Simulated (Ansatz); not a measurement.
Structure of Co:

```
Co
1.0
     2.22477    0.00000    0.00000
     0.00000    2.22477    0.00000
     0.00000    0.00000    2.22477
Co
1
Direct
  0.00000 0.00000 0.00000
```

It is based on the geometry relaxed with DFT, LDA (PW92), plane waves (420 eV) with PAW, scalar-relativistic in Ansatz 0.2.0; the starting structure was generated, so it need not be a known form of this composition.

Which powder rings are expected with λ = 0.2066 Å and a flat detector at 690 mm? List the innermost 4, leaving out those under 3 % of the strongest.

| ring | radius | 2θ (°) | d (Å) | hkl |
| --- | --- | --- | --- | --- |
| 1 | 64.3 mm | 5.32 | 2.22 | 100 |
| 2 | 91.2 mm | 7.53 | 1.573 | 110 |
| 3 | 112.1 mm | 9.23 | 1.284 | 111 |
| 4 | 129.8 mm | 10.66 | 1.112 | 200 |

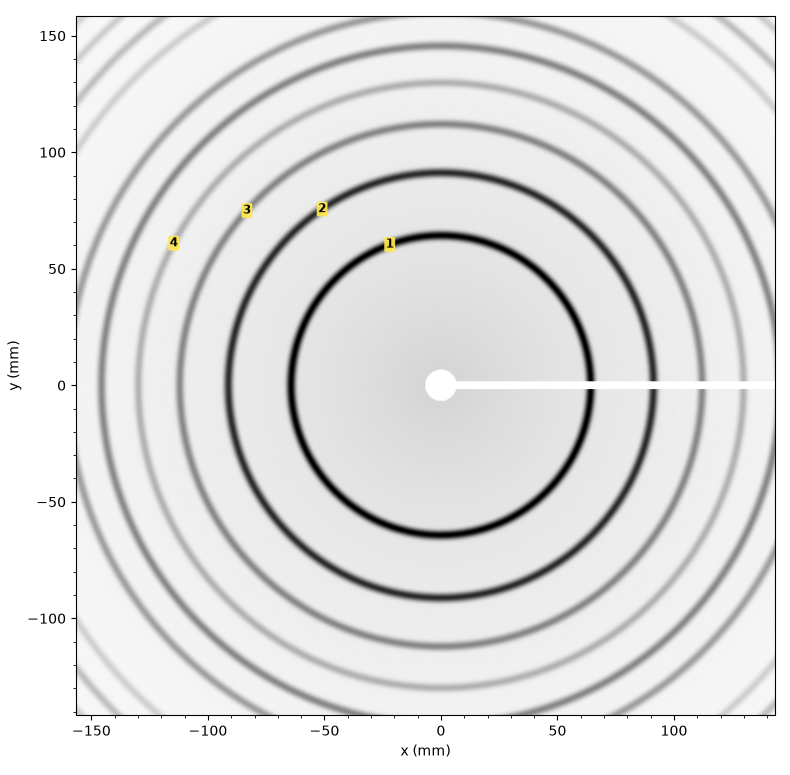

Simulated X-ray powder rings on a flat area detector normal to the beam: λ = 0.2066 Å, sample-to-detector distance 690 mm, axes in mm from the beam centre, beam polarised horizontally, for a fine-grained powder without texture. Kinematic intensities with B = 0.8 Å² for all atoms, without absorption; brightness goes as intensity to the power 0.5, clipped at the top. Reflections closer than the ring width show as one ring. The numbers mark the rings of the table.
